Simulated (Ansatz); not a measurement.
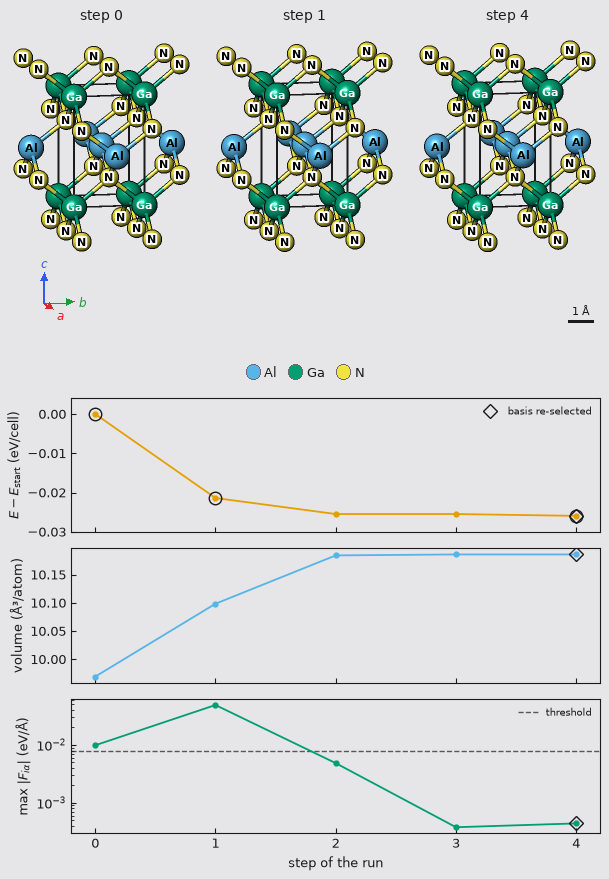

Frames of a relaxation of a crystal of AlGaN₂ (set up in P-4m2), marked on the history of the run. The picture is a ball-and-stick view of the cell of the calculation, seen slightly off an axis.

Case: biaxial strain in the a-b plane of -6.0 %; c and atoms relaxed.

Level of theory: DFT r2SCAN, scalar-relativistic, plane waves, PAW (Ansatz).

The input:
```yaml
crystal:
  lattice:
    - [2.9502148397, 0.0, 0.0]
    - [0.0, 2.9502148397, 0.0]
    - [0.0, 0.0, 4.5815615823]
  atoms:
    - { symbol: Al, position: [0.5, 0.5, 0.5] }
    - { symbol: Ga, position: [0.0, 0.0, 0.0] }
    - { symbol: "N", position: [0.5, 0.0, 0.7400282838] }
    - { symbol: "N", position: [0.0, 0.5, 0.2599717162] }
basis:
  ecutwfc: 500
kpoints:
  mp_grid: { grid: [8, 8, 6] }
hamiltonian:
  xc: r2scan
scf:
  occupations: { method: gaussian, width: 0.02 }
output:
  forces: true
  stress: true
  eigenvalues: true
relax:
  adjacent_minimum: "off"
  f_tol: 0.008
  max_steps: 40
  cell: { stress_tol: 0.015, fix: [a, b, gamma] }
```

Run as
```bash
ansatz run input.yaml --threads 1 --pin off --max-ram 2560MiB --backend cpu --events-out ev --progress --plain --runs-dir out
```

Question: Describe the path.

Answer: Over 3 accepted moves (4 points after the start) the energy falls by 25.9 meV per cell of the calculation. The largest force component goes from 0.0098 to 0.00044 eV/Å. The pressure goes from 20.82 to 14.59 GPa. At 1 point the geometry stayed and the basis and grid were re-selected for the new cell (energy shift of 0.5 meV per cell of the calculation at most each time). The atoms keep their places relative to the cell (all moves are under 0.005 Å). The drawn cell changes as follows: a = b unchanged at 2.950 Å, c 4.582 → 4.681 Å (+2.2 %); the volume changes by +2.2 %. Near-neighbour distances that change, for instance: Ga2–N3 1.896 → 1.911 Å, Al1–N3 1.840 → 1.855 Å. The space group stays P-4m2 (No. 115). From step 0 to 1: volume +1.3 %, energy −21.4 meV per cell of the calculation. From step 1 to 4: volume +0.9 %, energy −4.5 meV per cell of the calculation.

```
step  E − E(0), meV/atom  largest force component, eV/Å  pressure, GPa  volume, Å³/atom                      note
   0                0.00                         0.0098          20.82            9.969                          
   1               -5.35                         0.0488          17.03           10.098                          
   2               -6.37                         0.0048          14.64           10.184                          
   3               -6.37                         0.0004          14.59           10.186                          
   4               -6.48                         0.0004          14.59           10.186  same geometry, new basis
```
